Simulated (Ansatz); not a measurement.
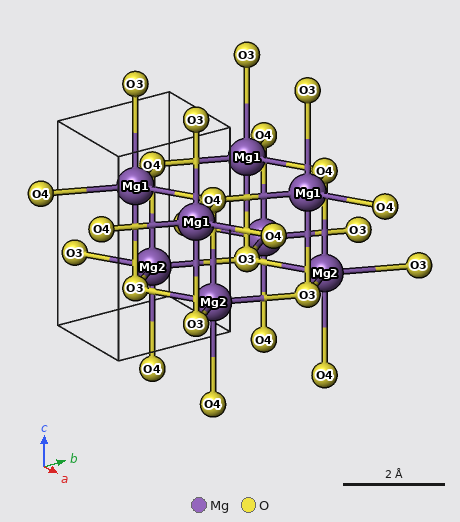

This is a symmetric starting cell of MgO. A ball-and-stick model of the cell of the calculation, repeated 2 × 2 × 1 with one cell outlined, seen slightly off an axis.

The calculation used DFT PBE, scalar-relativistic, plane waves, PAW in Ansatz 0.2.0. Settings: plane-wave cutoff 420 eV; k-point mesh 9 × 9 × 6; occupations gaussian; smearing width 0.02 eV; no spin polarisation.

Change: The cell is strained by +5.8 % along c and −0.2 % across it (volume +5.5 %), the atoms keeping their fractional coordinates. No relaxation follows. The starting cell wasn't computed here and needn't be at equilibrium, so pressure and forces aren't due to the change alone.

> What is the effect?

Some distances before and after: Mg–O 2.089 → 2.211 Å. The space group stays P6_3/mmc (No. 194). The pressure is −1.8 GPa (not all of it need come from the change, since the unchanged cell can be under pressure at this level too). The principal stresses (compression positive) are −6.3 GPa along c and 0.4 GPa across it. All forces vanish by symmetry.

Drawn alike, the variant:

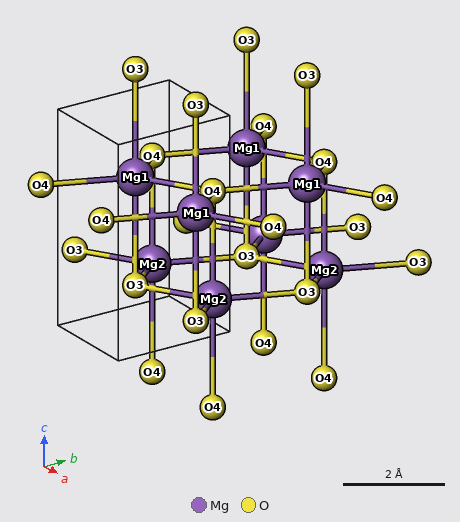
